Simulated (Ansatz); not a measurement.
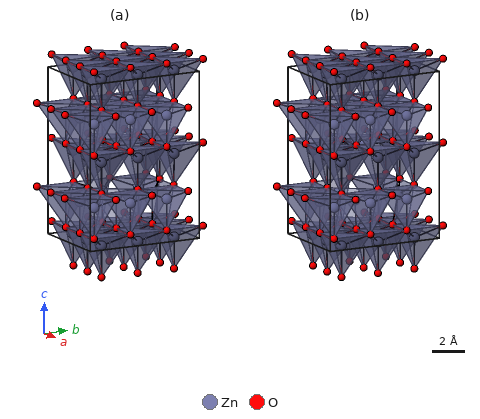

The structure of a defect cell of composition Zn$_{36}$O$_{35}$ (cell charge +1) (coarse preliminary run) before (left) and after (right) a relaxation, at one scale.

A polyhedral model of the cell of the calculation (origin shifted), seen slightly off an axis.

Case: O vacancy (site b), charge +1, atoms relaxed at the host's cell.

Computed with DFT PBE, scalar-relativistic, plane waves, PAW (Ansatz 0.2.0). Set-up: plane-wave cutoff 420 eV; k-point mesh 1 × 1 × 1; occupations gaussian; smearing width 0.01 eV; collinear spin; atoms relaxed in a fixed cell; force threshold 0.025 eV/Å; at most 45 steps.

> Describe what moved and what it gained.

After 6 accepted moves (7 points after the start) the energy has fallen by 0.494 eV per cell of the calculation. Largest force component: 0.17 eV/Å at the start, 0.019 eV/Å at the end. 1 step only repeated the SCF at the same geometry. A Zn atom moves most: 0.47 Å along +c. Largest moves by element: Zn 0.47 Å, O 0.06 Å. The cell stays as it was. Among the contacts that change: O–Zn 1.981 → 1.923 Å, O–Zn 2.022 → 2.046 Å, O–Zn 1.997 → 1.975 Å, O–Zn 1.994 → 2.014 Å. Among the angles between lasting bonds that change: Zn–O–Zn 109.6° → 97.0°, Zn–O–Zn 110.8° → 98.8°, O–Zn–O 108.6° → 117.6°. The run took 2.2 min on 4 threads of Oxide Virtual Turin-like Processor (Zen 5) (shared host), peak memory 2.2 GiB.

Limits of the set-up: the cell is charged, on a uniform background, and energies carry no finite-size correction.
